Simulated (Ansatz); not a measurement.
**Two runs on ZnO**

System: ZnO (4 atoms in the cell).
Method of run A: DFT, PBEsol, plane waves, PAW, no spin polarisation (Ansatz 0.2.0).

The structure was built on a prototype by a generator. The geometry comes from this level: PBE. Text and figures count atoms from 1; the logs count them from 0 in places.

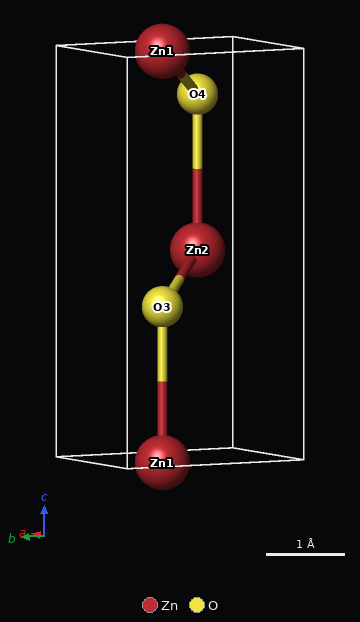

Fig. 1: The starting structure (ball-and-stick view of the cell of the calculation, seen at an oblique angle; atoms are numbered from 1 in the order of the input). Near neighbours in the crystal (not all of them lie inside the picture): Zn has 4 O at 2.00 to 2.01 Å; O has 4 Zn at 2.00 to 2.01 Å.

## Input, run A
```yaml
crystal:
  lattice:
    - [3.2793887296, 0.0, 0.0]
    - [-1.6396943649, 2.8400339487, 0.0]
    - [0.0, 0.0, 5.2939075206]
  atoms:
    - { symbol: Zn, position: [0.3333333333, 0.6666666667, -0.0020276136] }
    - { symbol: Zn, position: [0.6666666667, 0.3333333333, 0.4979723864] }
    - { symbol: O, position: [0.3333333333, 0.6666666667, 0.3770276136] }
    - { symbol: O, position: [0.6666666667, 0.3333333333, 0.8770276136] }
kpoints:
  mp_grid: { grid: [12, 12, 4] }
hamiltonian:
  xc: pbesol
scf:
  occupations: { method: fermi_dirac, width: 0.02 }
relax:
  f_tol: 0.005
  cell: {}
```

Command:
```bash
ansatz run input.yaml --threads 4 --pin off --max-ram 7372MiB --backend cpu --events-out ev --progress --plain --runs-dir out
```

Hardware: 4 threads of Arm Neoverse V1, 24 GiB of memory available, shared host.

## Output, shortened to warnings, some set-up lines, iterations and results (run A)
```
Basis set: ecut = 420 eV, 989 PW (Γ), exchange–correlation on 48×48×72 points (8 copies of the dense FFT grid, shifted against one another)
Symmetry: 12 space group operations
k-points: 57 of 576 (time reversal used)
Initial density: superposition of atomic densities (neutral atoms: chi_scale 0, normalization atom), corrected by the library's trained network
[...]
SCF iter   1: F=—  HF=-7684.241046 eV  |F-HF|=—  |Δ(HF+E_count)|=         —  Δρ=1.59e-2  dr2=1.02e-1  ethr=1.77e-3  ⟨swp⟩=6.0  Hψ=5468  notcnv=0
SCF iter   2: F=—  HF=-7684.215301 eV  |F-HF|=—  |Δ(HF+E_count)|=   2.57e-2  Δρ=2.24e-3  dr2=1.10e-3  ethr=2.82e-4  ⟨swp⟩=2.9  Hψ=2927  notcnv=0
SCF iter   3: F=—  HF=-7684.215295 eV  |F-HF|=—  |Δ(HF+E_count)|=   5.89e-6  Δρ=1.13e-3  dr2=4.93e-4  ethr=3.07e-6  ⟨swp⟩=2.0  Hψ=2147  notcnv=0
SCF iter   4: F=—  HF=-7684.215321 eV  |F-HF|=—  |Δ(HF+E_count)|=   2.60e-5  Δρ=5.55e-4  dr2=1.18e-4  ethr=1.37e-6  ⟨swp⟩=2.0  Hψ=2105  notcnv=0
SCF iter   5: F=—  HF=-7684.215317 eV  |F-HF|=—  |Δ(HF+E_count)|=   4.08e-6  Δρ=1.77e-4  dr2=1.40e-5  ethr=3.29e-7  ⟨swp⟩=2.0  Hψ=2040  notcnv=0
[... 44 lines ...]
SCF iter   4: F=—  HF=-7684.257754 eV  |F-HF|=—  |Δ(HF+E_count)|=   1.24e-9  Δρ=1.86e-6  dr2=1.36e-9  ethr=5.54e-11  ⟨swp⟩=2.0  Hψ=2166  notcnv=0
SCF iter   5: F=—  HF=-7684.257754 eV  |F-HF|=—  |Δ(HF+E_count)|=   1.24e-9  Δρ=6.83e-7  dr2=2.24e-10  ethr=3.78e-12  ⟨swp⟩=2.0  Hψ=2002  notcnv=0
SCF iter   6: F=-7684.257754 eV  HF=-7684.257754 eV  |F-HF|=9.09e-12  |Δ(HF+E_count)|=  2.27e-10  Δρ=3.75e-7  dr2=3.51e-11  ethr=1.00e-12  ⟨swp⟩=3.0  Hψ=5511  notcnv=0
SCF 7 converged in 6 iterations: F = -7684.257754 eV  dr2 = 3.51e-11
relax step   7: F+E_penalty+E_count = -7684.25775357 eV  Δ(F+E_penalty+E_count) = +4.128e-4 eV  max|allowed force component| = 4.284e-3 eV/Å  Δτ_max = 0.0000 Å  P = -0.019 …
basis re-selected at this cell: Δ(F+E_penalty+E_count) = +4.128e-4 eV, ΔP = -0.006 GPa vs the last step (what re-selecting the basis moved, of the pressure what is left beyond the Pulay correction that the steps carried, after the strain that the cell walked since its last selection, with what the …
SCF converged after 6 iterations
Free energy (F): -7684.257754 eV
Harris-Foulkes:  -7684.257754 eV  (|F-HF|=9.09e-12)
Internal energy: -7684.257754 eV  (E = F + TS)
E sigma→0 (E₀):  -7684.257754 eV
Fermi energy:    7.584226 eV
--- Per-component energies (eV) ---
  E_band       = 63.797877
  E_kinetic    = 610.787690
  E_local      = -3986.254924  (includes V_loc(G=0)·N_el)
  E_nonlocal   = 1338.099925
  E_hartree    = 1633.902150
  E_xc         = -415.066273
  E_vxc        = -289.602281  (∫ρ·V_xc dr)
  E_paw        = -3894.554612  (= ΣΔE_a)
  E_vpaw       = -877.040744  (= ΣTr[D̂ρ^β])
  E_aug_tail   = 0.004185  (compensation charges beyond the density's cutoff)
  E_ewald      = -2972.841180
  E_core_change = 1.665286  (= ΣΔE_core)
  E_smearing   = -0.000000  (= −TS)
  E_closure    = -0.000000  (closes the sum)
  Σ components = -7684.257754   (vs F -7684.257754, Δ=0.00e0)
--- Forces (eV/Å), atoms counted from 1 ---
  atom   1  Zn     0.00000000     0.00000000     0.00428489
  atom   2  Zn    -0.00000000    -0.00000000     0.00428489
  atom   3  O      0.00000000    -0.00000000    -0.00428297
  atom   4  O     -0.00000000     0.00000000    -0.00428297
  max |Σ_I F_I| component: 3.83e-6 eV/Å
--- Stress (GPa, compression-positive) ---
       -0.019889      -0.000000       0.000000
       -0.000000      -0.019889       0.000000
        0.000000       0.000000      -0.017296
  P = ⅓ Tr σ = -0.0190 GPa (-0.190 kbar)
--- Relaxed structure (5 steps of the walk, 5 accepted, 2 SCFs on fresh bases) ---
  F+E_penalty+E_count = -7684.25775357 eV   max|allowed force component| = 4.284e-3 eV/Å   (the final SCF, on the basis selected at the relaxed cell)
  cell:  # Å, volume = 47.1169 Å³
    - [3.230694243758949, 5.68776846756216e-11, -6.459026394624337e-35]
    - [-1.615347121928732, 2.7978632869269666, 3.2295131974106477e-35]
    - [-2.3170638206464792e-35, 2.0853574385818314e-34, 5.212596014288691]
  atoms:
    - { symbol: Zn, position: [0.3333333333333333, 0.6666666666666665, -0.0021048157604756745] }
[...]
```

Run B used a changed input.

## The two runs side by side

```csv
quantity,run A,run B
outcome,converged,converged
free energy per atom (eV),−1921.0644,−1900.9849
pressure (GPa),−0.02,−0.02
volume per atom (Å³),11.78,11.33
largest force (eV/Å),0.004,0.000
SCF iterations,40,52
irreducible k-points,57,57
wall time (shared host),9.9 s,12 s
```

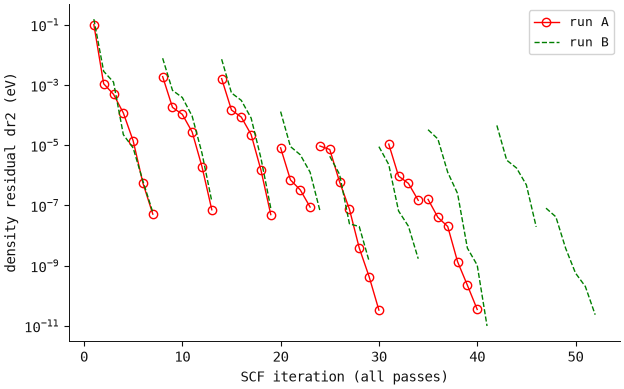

Fig. 2: Convergence of the two runs: density residual dr2 against the SCF iteration. A break in a curve parts two SCF passes. Run A takes 40 iterations in all, and run B takes 52.

Which change of the input explains these differences?

The change (lines with − go, lines with + come):
```diff
-  xc: pbesol
+  xc: lda
```

The total energies belong to different methods, so their difference says nothing on which is more stable or more accurate. The volume per atom goes from 11.78 to 11.33 Å³. The functional changes from PBEsol to LDA. The SCF takes 52 iterations over all geometry steps against 40.

## Output, shortened to warnings, some set-up lines, iterations and results (run B)
```
Basis set: ecut = 420 eV, 989 PW (Γ)
Symmetry: 12 space group operations
k-points: 57 of 576 (time reversal used)
Initial density: superposition of atomic densities (neutral atoms: chi_scale 0, normalization atom), corrected by the library's trained network
[...]
SCF iter   1: F=—  HF=-7603.828629 eV  |F-HF|=—  |Δ(HF+E_count)|=         —  Δρ=1.90e-2  dr2=1.54e-1  ethr=1.77e-3  ⟨swp⟩=6.0  Hψ=5484  notcnv=0
SCF iter   2: F=—  HF=-7603.789897 eV  |F-HF|=—  |Δ(HF+E_count)|=   3.87e-2  Δρ=4.06e-3  dr2=2.85e-3  ethr=4.28e-4  ⟨swp⟩=3.0  Hψ=2931  notcnv=0
SCF iter   3: F=—  HF=-7603.789108 eV  |F-HF|=—  |Δ(HF+E_count)|=   7.89e-4  Δρ=2.06e-3  dr2=1.25e-3  ethr=7.92e-6  ⟨swp⟩=3.0  Hψ=2479  notcnv=0
SCF iter   4: F=—  HF=-7603.788681 eV  |F-HF|=—  |Δ(HF+E_count)|=   4.27e-4  Δρ=2.48e-4  dr2=2.25e-5  ethr=3.48e-6  ⟨swp⟩=1.7  Hψ=1992  notcnv=0
SCF iter   5: F=—  HF=-7603.788696 eV  |F-HF|=—  |Δ(HF+E_count)|=   1.48e-5  Δρ=1.68e-4  dr2=8.11e-6  ethr=6.24e-8  ⟨swp⟩=2.0  Hψ=2168  notcnv=0
[... 60 lines ...]
SCF iter   4: F=—  HF=-7603.939757 eV  |F-HF|=—  |Δ(HF+E_count)|=   2.29e-9  Δρ=1.33e-6  dr2=5.66e-10  ethr=1.04e-11  ⟨swp⟩=2.0  Hψ=2166  notcnv=0
SCF iter   5: F=—  HF=-7603.939757 eV  |F-HF|=—  |Δ(HF+E_count)|=  5.82e-11  Δρ=6.49e-7  dr2=2.04e-10  ethr=1.57e-12  ⟨swp⟩=2.0  Hψ=2163  notcnv=0
SCF iter   6: F=-7603.939757 eV  HF=-7603.939757 eV  |F-HF|=9.09e-13  |Δ(HF+E_count)|=  1.13e-10  Δρ=1.89e-7  dr2=2.35e-11  ethr=1.00e-12  ⟨swp⟩=3.1  Hψ=4780  notcnv=0
SCF 9 converged in 6 iterations: F = -7603.939757 eV  dr2 = 2.35e-11
relax step   9: F+E_penalty+E_count = -7603.93975665 eV  Δ(F+E_penalty+E_count) = +6.680e-4 eV  max|allowed force component| = 9.843e-5 eV/Å  Δτ_max = 0.0000 Å  P = -0.018 …
basis re-selected at this cell: Δ(F+E_penalty+E_count) = +6.680e-4 eV, ΔP = -0.017 GPa vs the last step (what re-selecting the basis moved, of the pressure what is left beyond the Pulay correction that the steps carried, after the strain that the cell walked since its last selection, with what the …
SCF converged after 6 iterations
Free energy (F): -7603.939757 eV
Harris-Foulkes:  -7603.939757 eV  (|F-HF|=9.09e-13)
Internal energy: -7603.939757 eV  (E = F + TS)
E sigma→0 (E₀):  -7603.939757 eV
Fermi energy:    7.943386 eV
--- Per-component energies (eV) ---
  E_band       = 69.683782
  E_kinetic    = 612.149354
  E_local      = -3933.292088  (includes V_loc(G=0)·N_el)
  E_nonlocal   = 1344.264798
  E_hartree    = 1610.543125
  E_xc         = -414.680913
  E_vxc        = -291.888725  (∫ρ·V_xc dr)
  E_paw        = -3814.699874  (= ΣΔE_a)
  E_vpaw       = -882.639981  (= ΣTr[D̂ρ^β])
  E_aug_tail   = 0.004368  (compensation charges beyond the density's cutoff)
  E_ewald      = -3011.536652
  E_core_change = 3.308126  (= ΣΔE_core)
  E_smearing   = -0.000000  (= −TS)
  E_closure    = 0.000000  (closes the sum)
  Σ components = -7603.939757   (vs F -7603.939757, Δ=0.00e0)
--- Forces (eV/Å), atoms counted from 1 ---
  atom   1  Zn     0.00000000     0.00000000     0.00008024
  atom   2  Zn    -0.00000000    -0.00000000     0.00008024
  atom   3  O     -0.00000000    -0.00000000    -0.00011662
  atom   4  O     -0.00000000     0.00000000    -0.00011662
  max |Σ_I F_I| component: 7.28e-5 eV/Å
--- Stress (GPa, compression-positive) ---
       -0.017834       0.000000       0.000000
        0.000000      -0.017834      -0.000000
        0.000000      -0.000000      -0.019613
  P = ⅓ Tr σ = -0.0184 GPa (-0.184 kbar)
--- Relaxed structure (7 steps of the walk, 7 accepted, 2 SCFs on fresh bases) ---
  F+E_penalty+E_count = -7603.93975665 eV   max|allowed force component| = 9.843e-5 eV/Å   (the final SCF, on the basis selected at the relaxed cell)
  cell:  # Å, volume = 45.3266 Å³
    - [3.187006797203201, 5.6108548040123e-11, 2.296542717997682e-34]
    - [-1.5935033986501919, 2.7600288483835986, -5.623216112200967e-34]
    - [7.4146042260687335e-34, 2.780476584775775e-34, 5.152952620024472]
  atoms:
    - { symbol: Zn, position: [0.33333333333333326, 0.6666666666666666, -0.001702341574194504] }
[...]
```
